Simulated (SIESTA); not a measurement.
# A series of single points on TaN

System: TaN (P-6m2, 2 atoms in the cell).
Method: Kohn-Sham DFT of a periodic cell, PBE, PseudoDojo 0.4 standard, converted to PSML, no spin polarisation (SIESTA 5.4.2).

The 7 runs differ only in the geometry, by an even scaling of the cell at fixed fractional positions. The structure derives from an entry of the Crystallography Open Database.

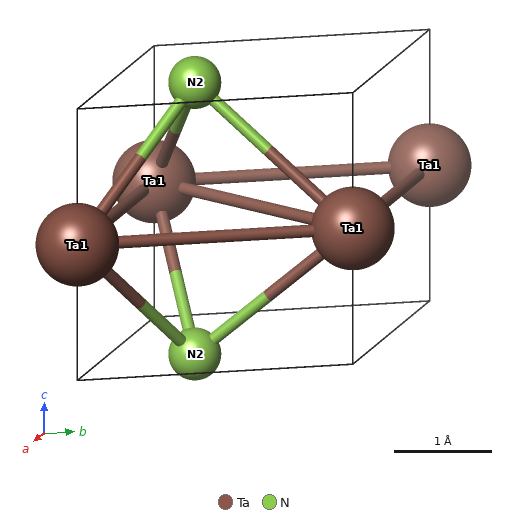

Figure 1. The structure of run 4 (ball-and-stick view of the cell of the calculation, seen slightly off an axis; atoms are numbered from 1 in the order of the input).

## Input of run 4
```
SystemName                      TaN
SystemLabel                     TaN
NumberOfSpecies                 2
NumberOfAtoms                   2
%block ChemicalSpeciesLabel
  1  73 Ta
  2   7 N
%endblock ChemicalSpeciesLabel

LatticeConstant                 1.0 Ang
%block LatticeVectors
     2.9380000000     0.0000000000     0.0000000000
    -1.4690000000     2.5443826363     0.0000000000
     0.0000000000     0.0000000000     2.8830000000
%endblock LatticeVectors
AtomicCoordinatesFormat         Ang
%block AtomicCoordinatesAndAtomicSpecies
     0.0000000000     0.0000000000     1.4415000000  1
     1.4690000001     0.8481275453     0.0000000000  2
%endblock AtomicCoordinatesAndAtomicSpecies

%block kgrid.MonkhorstPack
   10   0   0  0.0
    0  10   0  0.0
    0   0   9  0.0
%endblock kgrid.MonkhorstPack
XC.Functional                   GGA
XC.Authors                      PBE
PAO.BasisSize                   DZP
PAO.EnergyShift                 0.002 Ry
Mesh.Cutoff                     800 Ry
OccupationFunction              FD
ElectronicTemperature           0.05 eV
MaxSCFIterations                120
SCF.MustConverge                false
SCF.Mixer.Method                Pulay
SCF.Mixer.Weight                0.25
SCF.Mixer.History               8
SCF.DM.Tolerance                5.0e-05
SCF.H.Tolerance                 1.0e-03 eV
WriteForces                     true
Charge.Mulliken                 end
```

Command:
```bash
siesta < TaN.fdf > TaN.out 2>&1
```

Run 5 differs from it as follows:
```diff
-     2.9380000000     0.0000000000     0.0000000000
-    -1.4690000000     2.5443826363     0.0000000000
-     0.0000000000     0.0000000000     2.8830000000
+     2.9574575207     0.0000000000     0.0000000000
+    -1.4787287603     2.5612333435     0.0000000000
+     0.0000000000     0.0000000000     2.9020932717
-     0.0000000000     0.0000000000     1.4415000000  1
-     1.4690000001     0.8481275453     0.0000000000  2
+     0.0000000000     0.0000000000     1.4510466358  1
+     1.4787287605     0.8537444477     0.0000000000  2
```

## Results, with one run withheld

| run | volume per atom (Å³) | free energy per atom, from the lowest run given (meV) | pressure (GPa) |
| --- | --- | --- | --- |
| 1 | 10.129 | 101.19 | 37.45 |
| 2 | 10.345 | 57.65 | 27.49 |
| 3 | 10.560 | 26.91 | 18.38 |
| 4 | 10.776 | 7.81 | 10.21 |
| 5 | 10.991 | ? | ? |
| 6 | 11.207 | 0.00 | −3.88 |
| 7 | 11.422 | 9.35 | −9.89 |

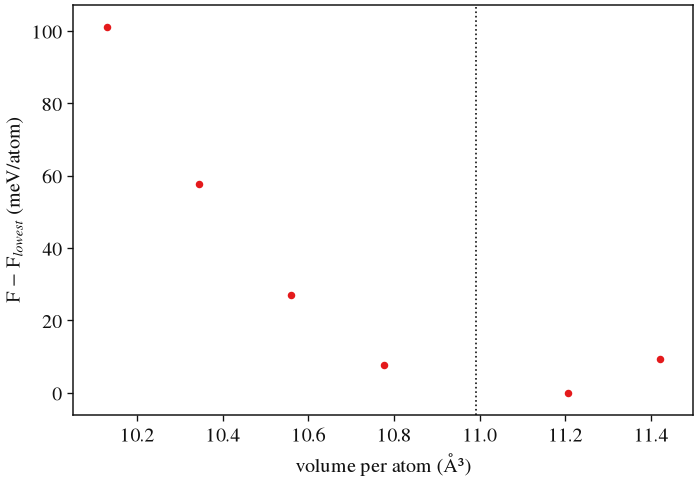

Figure 2. Free energy per atom of the runs given; the dotted line marks run 5.

What should run 5 give?

A cubic polynomial in V^(−2/3) (the Birch–Murnaghan form), fitted to the 6 runs given, misses them by at most 0.06 meV per atom. With x = V^(−2/3) − 0.20564 Å⁻², it reads F = 11.446 + 5908.7 x + 6.7008e+05 x² + 1.9445e+05 x³ (meV per atom). At run 5 it gives −0.83 meV per atom, and the run itself gives −0.87. The slope of the fit gives a pressure −dF/dV of 2.80 GPa there, and the run prints 2.78 GPa. The fit has its minimum at 11.079 Å³ per atom, where V d²F/dV² gives 347 GPa. Cell shape and fractional positions are held, so this is the stiffness under even scaling; the relaxed bulk modulus wasn't computed.

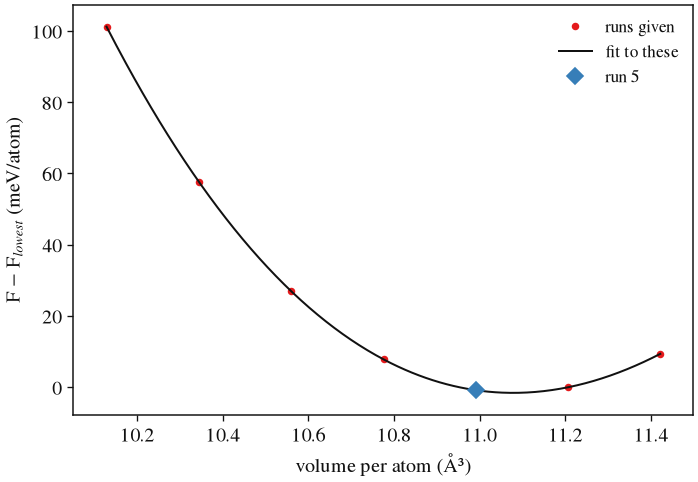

Figure 3. The fit and the withheld run.

## Some lines of the output (run 5)
```
[...]
outcell: Cell volume (Ang**3)        :     21.9826
stepf: Fermi-Dirac step function
siesta: Etot    =     -2050.565831
siesta: FreeEng =     -2050.566226
        iscf     Eharris(eV)        E_KS(eV)     FreeEng(eV)     dDmax    Ef(eV) dHmax(eV)
siesta: E_KS(eV) =            -2055.5779
siesta: E_KS - E_eggbox =     -2055.5779
siesta: Etot    =     -2055.577869
siesta: FreeEng =     -2055.578233
siesta:         Fermi =      -4.443036
siesta: Cell volume =         21.982599 Ang**3
    Orbital volume contribution        =           1.870771 eV
```

Notes: Spin–orbit coupling is left out, which matters for Ta. With a small basis of atomic orbitals these values can differ much from converged plane-wave results.
